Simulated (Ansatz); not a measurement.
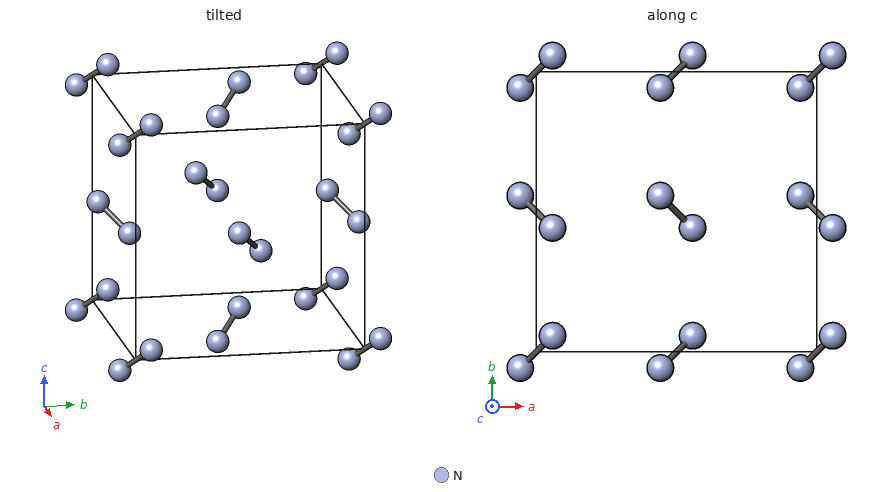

A ball-and-stick rendering, viewed slightly off an axis and along the c axis. The conventional unit cell is outlined; an atom on or near a face, edge or corner is repeated at each equivalent position.

N, space group Pa-3 (No. 205), a = 5.478 Å, b = 5.478 Å, c = 5.478 Å, α = 90.00°, β = 90.00°, γ = 90.00°. The model was built from a structure listed in the Materials Project. Earlier steps of the study, as a rule a relaxation of our own, may have changed the cell and positions, so they can lie some per cent off the listed ones. Ansatz was used for an electronic-structure calculation on it.

This one geometry was computed with Ansatz (DFT, plane waves, PAW) at four levels of theory: PBE, PBE0, r2SCAN and HSE06.

Q: Which level gives the highest pressure at this volume, and what does that say about its equilibrium volume?

A: Highest: PBE (2.7 GPa), which points to the largest equilibrium volume. Lowest, with the smallest volume: PBE0 (-0.3 GPa) and HSE06 (-0.3 GPa). Levels within 0.5 GPa of each other can't be told apart.

Q: How does the band gap change with the level of theory?

A: PBE: a gap of 7.35 eV, indirect; r2SCAN: a gap of 8.01 eV, indirect; HSE06: a gap of 9.65 eV, indirect; PBE0: a gap of 10.45 eV, indirect.

Q: Collect the results in a table.

A:
| level | cutoff (eV) | k-mesh of the run's cell | gap (eV) | pressure (GPa) |
| --- | --- | --- | --- | --- |
| PBE | 420 | 6×6×6 | 7.35 | 2.7 |
| PBE0 | 420 | 4×4×4 | 10.45 | -0.3 |
| r2SCAN | 500 | 6×6×6 | 8.01 | 0.3 |
| HSE06 | 420 | 4×4×4 | 9.65 | -0.3 |

Gaps are taken on the k-mesh or band path of each run.
